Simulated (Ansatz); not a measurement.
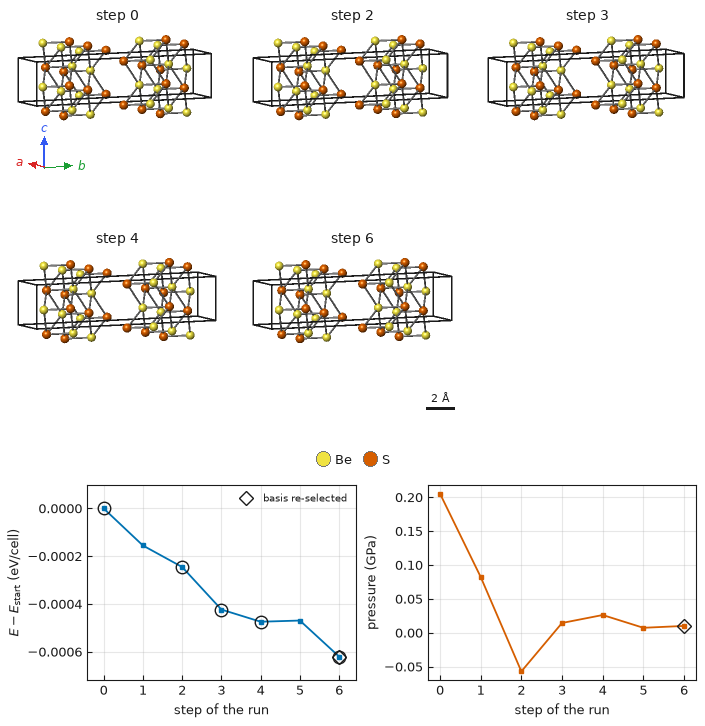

Frames of a relaxation of a crystal of BeS (a generated structure, set up in Cmcm), marked on the history of the run. Style: ball-and-stick. Shown: the conventional cell (2 times the calculation's cell), from a free direction. Lengths and directions refer to the drawn axes.

Method: DFT PBE, scalar-relativistic, plane waves, PAW (Ansatz).

The input:
```yaml
crystal:
  lattice:
    - [1.5860399465, -6.8795579458, 0.0]
    - [1.5860399465, 6.8795579458, 0.0]
    - [0.0, 0.0, 3.1721881258]
  atoms:
    - { symbol: Be, position: [0.6923784183, 0.3076215817, 0.75] }
    - { symbol: Be, position: [0.3076215817, 0.6923784183, 0.25] }
    - { symbol: S, position: [0.8445927544, 0.1554072456, 0.75] }
    - { symbol: S, position: [0.1554072456, 0.8445927544, 0.25] }
basis:
  ecutwfc: 420
kpoints:
  mp_grid: { grid: [10, 10, 8] }
hamiltonian:
  xc: pbe
scf:
  occupations: { method: gaussian, width: 0.02 }
output:
  forces: true
  stress: true
  eigenvalues: true
  write_density: true
  write_potential: true
  elf: true
  volumetric_format: npy
relax:
  adjacent_minimum: "off"
  f_tol: 0.01
  max_steps: 80
  cell: { stress_tol: 0.05 }
```

Run as
```bash
ansatz run input.yaml --threads 1 --pin off --max-ram 2560MiB --backend cpu --events-out ev --progress --plain --runs-dir out
```

> What happens along the run?

The largest moves relative to the cell, 0.037 Å, are those of S3 and S4. S3 goes along +b. By element the largest moves are S 0.037 Å, Be 0.022 Å. The drawn cell changes as follows: a = c 3.172 → 3.173 Å (0.0 %), b 13.759 → 14.172 Å (+3.0 %); the volume changes by +3.1 %. Near-neighbour distances that change, for instance: Be1–S3 2.094 → 2.099 Å. The space group stays Cmcm (No. 63). Over 5 accepted moves (6 points after the start) the energy falls by 0.6 meV per cell of the calculation. The largest force component goes from 0.034 to 0.0034 eV/Å. Pressure: 0.21 GPa at the start and 0.01 GPa at the end. The SCF was repeated once at an unchanged geometry on a basis and grid sized afresh for the cell, which shifted the energy by 0.2 meV per cell of the calculation at most. Cost: 47 s on 1 thread of Intel(R) Xeon(R) Platinum 8488C (Sapphire Rapids), on a shared host, peak memory 0.53 GiB. From step 0 to 2: volume +0.7 %, energy −0.2 meV per cell of the calculation. From step 2 to 3: volume +0.8 %, energy −0.2 meV per cell of the calculation. From step 3 to 4: volume +1.0 %, energy −0.1 meV per cell of the calculation. From step 4 to 6: volume +0.4 %, energy −0.1 meV per cell of the calculation.

```tsv
step	E − E(0), meV/atom	largest force component, eV/Å	pressure, GPa	volume, Å³/atom	note
0	0.00	0.0344	0.21	17.306	
1	-0.04	0.0124	0.08	17.351	
2	-0.06	0.0132	-0.06	17.434	
3	-0.11	0.0015	0.01	17.574	
4	-0.12	0.0039	0.03	17.757	
5	-0.12	0.0034	0.01	17.835	
6	-0.15	0.0034	0.01	17.835	same geometry, new basis
```
